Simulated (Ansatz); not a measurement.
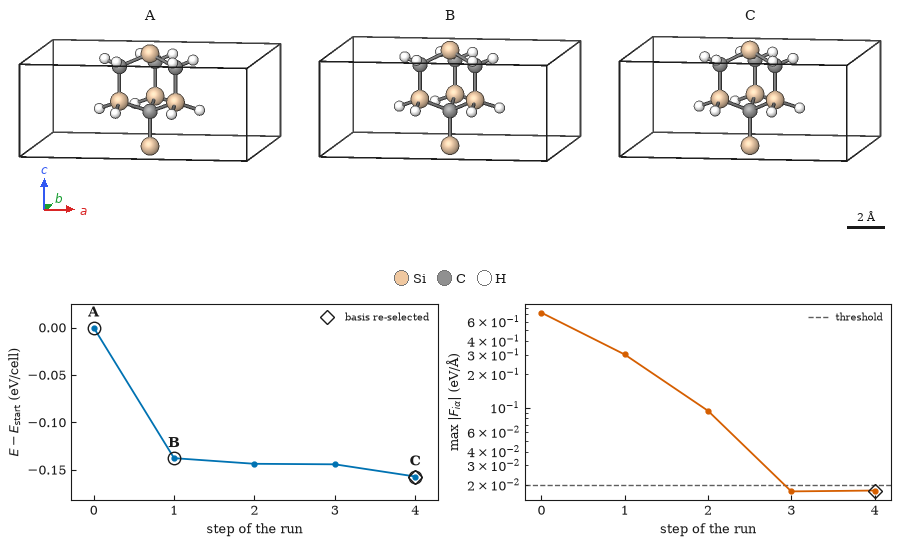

Frames of a relaxation of a wire of composition SiH$_{3}$C, marked on the history of the run. Style: ball-and-stick. Shown: the cell of the calculation, with the vacuum cut short, from a free direction.

Case: wire along [0 0 1], 8 atoms a period, capped with H.

The calculation used DFT PBE, scalar-relativistic, plane waves, PAW in Ansatz.

Input
```yaml
crystal:
  lattice:
    - [14.5, 0.0, 0.0]
    - [0.0, 14.1, 0.0]
    - [0.0, 0.0, 5.0740210508]
  atoms:
    - { symbol: Si, position: [0.5, 0.4932636497, 0.0045635118] }
    - { symbol: Si, position: [0.3933873602, 0.4299646337, 0.5045635118] }
    - { symbol: Si, position: [0.6066126398, 0.4299646337, 0.5045635118] }
    - { symbol: Si, position: [0.5, 0.6198616818, 0.5045635118] }
    - { symbol: C, position: [0.5, 0.4932636497, 0.3804364882] }
    - { symbol: C, position: [0.3933873602, 0.4299646337, 0.8804364882] }
    - { symbol: C, position: [0.6066126398, 0.4299646337, 0.8804364882] }
    - { symbol: C, position: [0.5, 0.6198616818, 0.8804364882] }
    - { symbol: H, position: [0.3933873602, 0.3303120026, 0.4068559544] }
    - { symbol: H, position: [0.309466387, 0.4797909492, 0.4068559544] }
    - { symbol: H, position: [0.6066126398, 0.3303120026, 0.4068559544] }
    - { symbol: H, position: [0.690533613, 0.4797909492, 0.4068559544] }
    - { symbol: H, position: [0.4160790268, 0.6696879974, 0.4068559544] }
    - { symbol: H, position: [0.5839209732, 0.6696879974, 0.4068559544] }
    - { symbol: H, position: [0.3933873602, 0.3570643868, 0.9519138288] }
    - { symbol: H, position: [0.3319955073, 0.4664147571, 0.9519138288] }
    - { symbol: H, position: [0.6066126398, 0.3570643868, 0.9519138288] }
    - { symbol: H, position: [0.6680044927, 0.4664147571, 0.9519138288] }
    - { symbol: H, position: [0.4386081471, 0.6563118053, 0.9519138288] }
    - { symbol: H, position: [0.5613918529, 0.6563118053, 0.9519138288] }
basis:
  ecutwfc: 420
kpoints:
  mp_grid: { grid: [1, 1, 7] }
hamiltonian:
  xc: pbe
scf:
  occupations: { method: gaussian, width: 0.05 }
output:
  forces: true
  stress: true
  eigenvalues: true
  populations: true
  write_density: true
  write_potential: true
  elf: true
  volumetric_format: npy
relax:
  adjacent_minimum: "off"
  f_tol: 0.02
  max_steps: 45
  cell: { fix: [a, b, alpha, beta, gamma], stress_tol: 0.03 }
```

Launched with:
```bash
ansatz run input.yaml --threads 4 --pin off --max-ram 11264MiB --backend cpu --events-out ev --progress --plain --runs-dir out
```

Q: Describe the path.

A: The largest moves relative to the centre of the atoms, 0.061 Å, are those of 12 atoms (H9, H10, H11, H12 and others). Largest moves by element: H 0.061 Å, C 0.054 Å, Si 0.044 Å. Along the periodic axis the drawn cell goes c 5.074 → 5.240 Å (+3.3 %). Among the contacts that change: Si2–C6 1.907 → 1.895 Å, C6–H15 1.090 → 1.100 Å, Si1–C5 1.907 → 1.917 Å, Si2–H10 1.490 → 1.499 Å. Bond angles that change, for instance: Si1–C6–Si2 109.4° → 112.7°, C6–Si1–C7 109.5° → 106.4°, H15–C6–H16 109.5° → 106.6°. After 3 accepted moves (4 points after the start) the energy has fallen by 0.157 eV per cell of the calculation. The largest force component goes from 0.72 to 0.018 eV/Å. The SCF was repeated once at an unchanged geometry on a basis and grid sized afresh for the cell, which shifted the energy by 12.8 meV per cell of the calculation at most. The run took 37 s on 4 threads of Arm Neoverse V2, with other jobs on the host, peak memory 1.3 GiB. From step 0 to 1: H atoms move most (0.06 Å), energy −0.138 eV per cell of the calculation. From step 1 to 4: energy −19.4 meV per cell of the calculation.
